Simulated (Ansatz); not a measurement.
## Electronic structure of GaAs in real space

```xyz
2
Lattice="3.3287 0.0000 0.0000 0.0000 3.3287 0.0000 0.0000 0.0000 3.3287" Properties=species:S:1:pos:R:3 pbc="T T T"
Ga    0.0000    0.0000    0.0000
As    1.6643    1.6643    1.6643
```

Space group Pm-3m; started from the CsCl prototype, which need not be the ambient phase; computed pressure about 2 GPa in this cell.

These are results of DFT, PBE, plane waves, PAW (Ansatz), not measurements.

In a PAW calculation such maps are meaningful between the atoms, not at the nuclei.

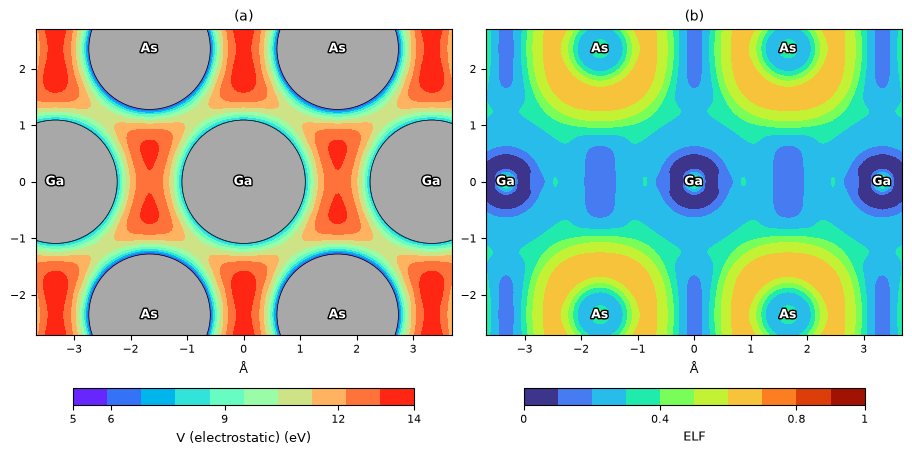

Figure 1. (a) electrostatic potential energy of an electron; (b) electron localisation function on the (011̄) plane of the conventional cell. Grey discs cover the atomic cores in the potential map.

Q: Read the bonding off the picture.

A: The plane passes through Ga and As nuclei.
Ga–As (2.88 Å): the ELF is about 0.40 at the midpoint and 0.30 at its lowest between the atoms.
The features right at Ga lie inside the PAW spheres, where the map follows smoothed inner orbitals and isn't to be read closely.
Outside the cores the potential energy rises away from the atoms and is highest about 1.7 Å from the nearest atoms; its zero is arbitrary.

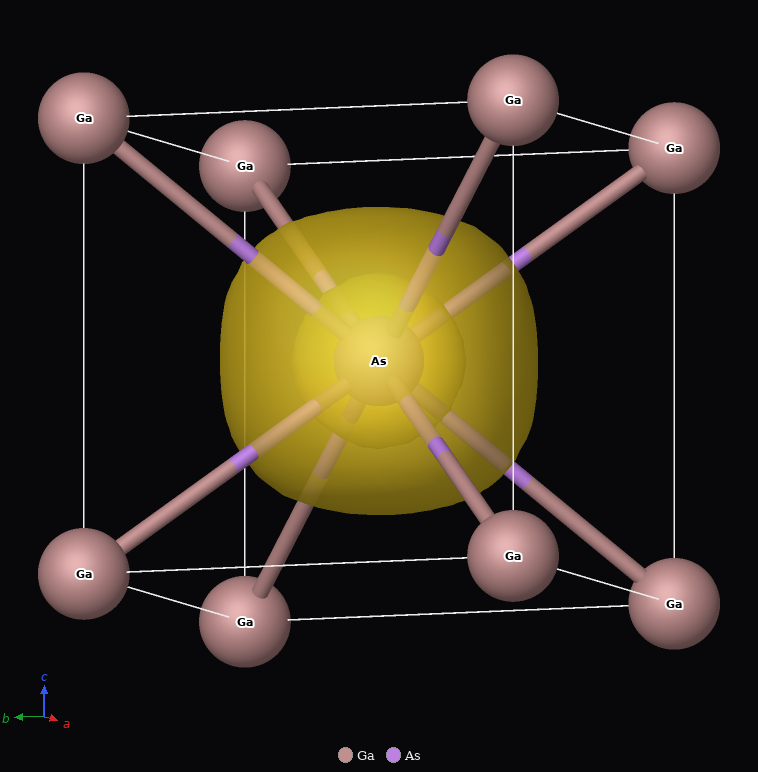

Figure 2. Isosurface of the electron localisation function at 0.55 (yellow), seen at an oblique angle. Only the valence region is drawn (cores and ρ < 0.01 e/Å³ removed). Sticks mark near contacts.

Q: Where are the electrons localised?

A: The surface consists of one region wrapped around As (its valence shell), counted in one cell of 2 atoms. Any copies at cell faces, edges or corners count once.
